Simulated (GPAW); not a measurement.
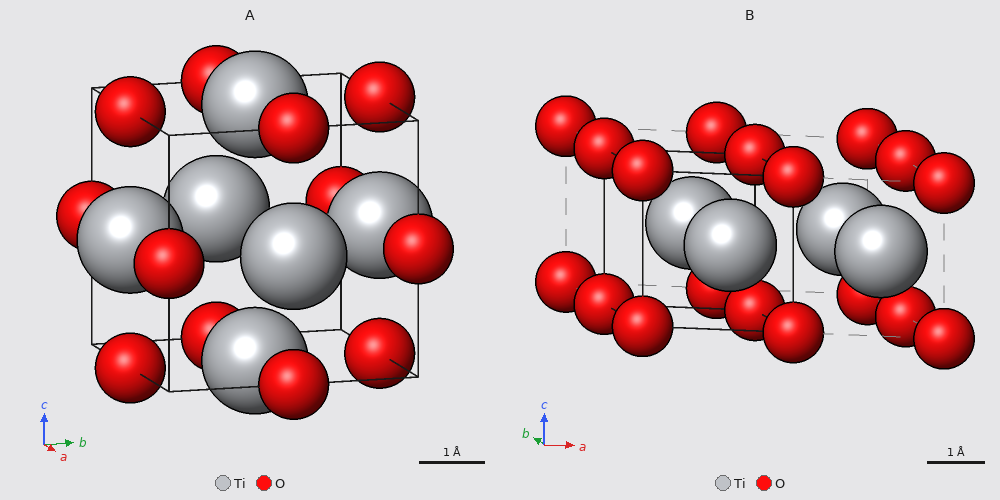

Two structures of TiO, each relaxed (cell and atoms) at zero pressure; conventional cells in solid outline, small ones repeated, each panel with its own scale. Alike in all runs: GPAW 26.7.0; functional PBEsol; dispersion D3(BJ)+ATM; potentials PAW data sets generated in the run's folder for this functional; cutoff 800 eV; occupations fermi-dirac, width 0.05 eV; no spin polarisation; no spin-orbit coupling. The k meshes have like spacings.

Question: Name the structure in each panel.

Answer: A: 6 atoms a cell on a primitive cubic lattice, Pm-3m; B: tungsten carbide (WC) type, P-6m2.

Question: Which of these is lowest in energy, and how far above it do the others lie?

Answer: B, then A (+101 meV/atom), static energies at zero smearing.

Question: Collect the results in a table.

Answer:
| panel | space group | E − E(lowest) (meV/atom) | volume (Å³/atom) |
| --- | --- | --- | --- |
| B | P-6m2 | 0 | 9.3 |
| A | Pm-3m | 101 | 10.8 |

The starts are database entries or structure types tried for this composition, and the most stable form need not be among them.

Caveat: later steps reuse the first step's grids.
